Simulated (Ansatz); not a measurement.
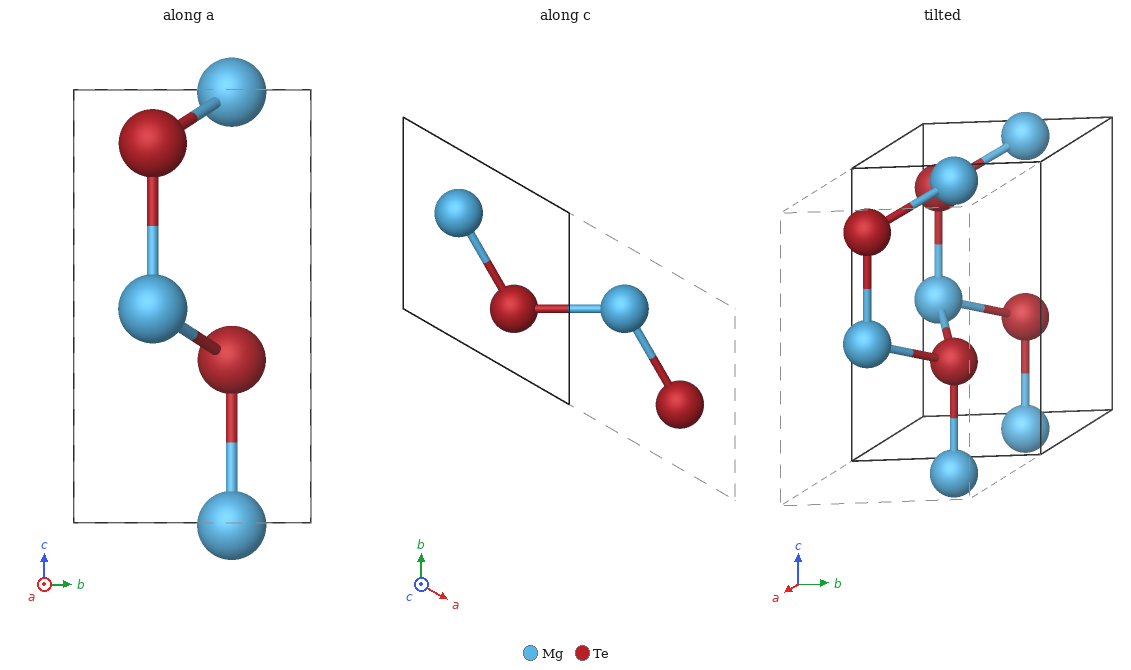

This ball-and-stick model is shown along the a axis, along the c axis and slightly off an axis. The solid frame is a single conventional unit cell within a 2×1×1 block. Cell: a = 4.637 Å, b = 4.637 Å, c = 7.346 Å, α = 90.00°, β = 90.00°, γ = 120.00°.

Explain the picture.

- The solid is MgTe.
- Space group P6_3mc (No. 186), lattice primitive hexagonal.
- Type of structure: wurtzite.
- The cell holds 4 atoms (2 Mg, 2 Te), Z = 2.
- The Mg atoms are each bonded to four Te in a tetrahedral arrangement at about 2.8 Å. About every Te there are four Mg in a tetrahedral arrangement at about 2.8 Å.
- The bonds build a three-dimensional framework.

Its origin is a structure listed in the Materials Project. The cell was then strained or its atoms displaced on purpose. A calculation with Ansatz used it as input.
